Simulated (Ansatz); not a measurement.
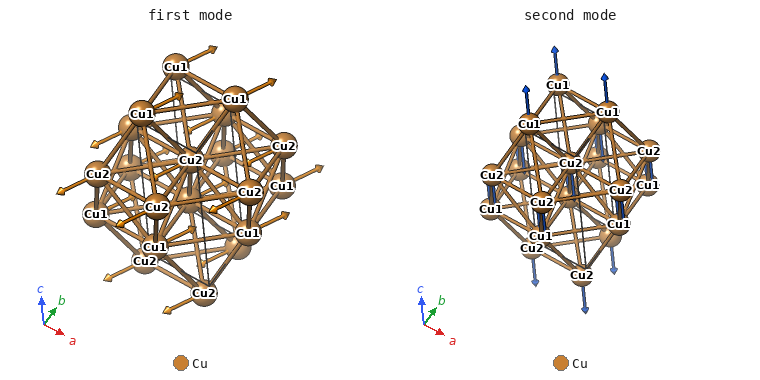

The system is Cu (P6_3/mmc, No. 194; 2 atoms in the cell); the picture shows the reference structure; its two panels give the patterns of the first and the second mode as arrows. 
- The energy is mapped over two normal modes frozen in (zone-centre modes of the 2-atom cell of this scan).
- The first coordinate is: amplitude of mode 5 (105 cm⁻¹), largest displacement; the second: amplitude of mode 6 (244 cm⁻¹), largest displacement.
- Nothing is relaxed (the cell and all other modes fixed).
- Grid: 5 × 5 points; 15 points were computed and 10 follow by symmetry.
- Points are written as (first, second).
- Energies are in meV per cell, from the lowest grid point.
- Method: DFT PBE, scalar-relativistic, plane waves, PAW (Ansatz). Settings: cutoff 520 eV, k-mesh 21×21×10 in the order of the run's cell vectors, gaussian smearing 0.15 eV, no spin polarisation.

Its coordinates:

```
CELL_PARAMETERS angstrom
2.56724 0.00000 0.00000
-1.28362 2.22330 0.00000
0.00000 0.00000 4.19206
ATOMIC_POSITIONS crystal
Cu 0.33333 0.66667 0.25000
Cu 0.66667 0.33333 0.75000
```

The input of one point:

```yaml
crystal:
  lattice:
    - [2.5672412656, 0.0, 0.0]
    - [-1.2836206328, 2.2232961536, 0.0]
    - [0.0, 0.0, 4.192056093]
  atoms:
    - { symbol: Cu, position: [0.3333333333, 0.6666666667, 0.25] }
    - { symbol: Cu, position: [0.6666666667, 0.3333333333, 0.75] }
basis:
  ecutwfc: 520.0
kpoints:
  mp_grid: { grid: [21, 21, 10] }
hamiltonian:
  xc: pbe
  pseudopotentials: { kind: paw, azcp: { folder: soft_1 } }
scf:
  occupations: { method: gaussian, width: 0.15 }
output:
  forces: true
  stress: true
  eigenvalues: true
```

Range: amplitude of mode 5 (105 cm⁻¹), largest displacement from −0.152 to 0.152 Å; amplitude of mode 6 (244 cm⁻¹), largest displacement from −0.147 to 0.147 Å.

### What landscape does the calculation give?

The lowest grid point is at (0.000 Å, 0.000 Å). It is the only kind of minimum in the scanned range. The highest grid point, (0.152 Å, −0.147 Å), lies 458 meV above the lowest.

```tsv
second ↓, first →	−0.152	−0.076	0.000	0.076	0.152
0.147	397	344	322	352	458
0.073	125	91	76	96	166
0.000	41	13	0	17	76
−0.073	125	91	76	96	166
−0.147	397	344	322	352	458
```

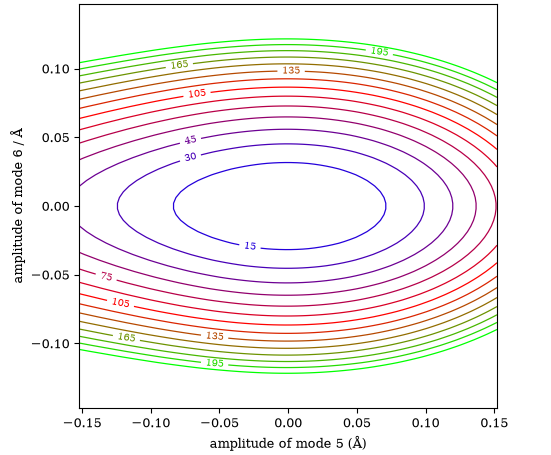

In the figure: contour lines labelled in meV (none above 210). Between grid points the surface is interpolated.

The whole map (15 points run) took 18 min on 1 thread of Arm Neoverse N1 (shared host).
